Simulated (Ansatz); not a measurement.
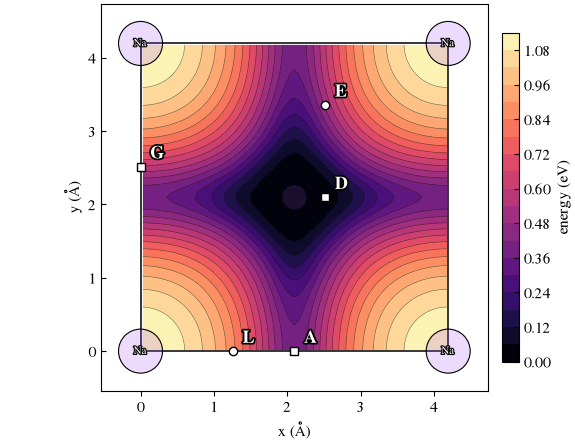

Cl on a Na(100) slab cut from the Im-3m phase, its upper half relaxed before the scan (12 atoms of substrate and one adsorbate in a 2 × 2 cell). 
- Cl is moved over the surface cell; relaxed at each place: the height of the adsorbate's atoms; substrate rigid; the origin of the map has the adsorbate above Na9.
- Places are given modulo a cell vector. The map is drawn in real space over the plane of the surface.
- The grid has 10 × 10 points; 21 points were computed and 79 follow by symmetry.
- Places are given in fractions of the 1 × 1 surface cell.
- Energies are in eV, from the lowest grid point.
- The runs have no spin polarisation; a magnetic state may lie lower.
- These are results of DFT PBE, scalar-relativistic, plane waves, PAW (Ansatz 0.2.0), not measurements. Settings: cutoff 420 eV, k-mesh 3×3×1, gaussian smearing 0.1 eV, no spin polarisation.

The picture shows filled contours, labelled circles for the atoms of the top layer and small ones for the second layer, the outline of one cell of the plane, lettered points. Between grid points the surface is interpolated.

Question: Rank the lettered points by energy, lowest first.

Answer: D (0.023 eV), A (0.38 eV), E (0.49 eV), G (0.59 eV), L (0.86 eV).

Question: What kind of point is each of A, E, G, L: minimum, saddle, maximum or slope?

Answer: A: saddle point; E: on a slope; G: on a slope; L: on a slope. (In these two coordinates alone; a stationary point may lie a little off the grid point.)
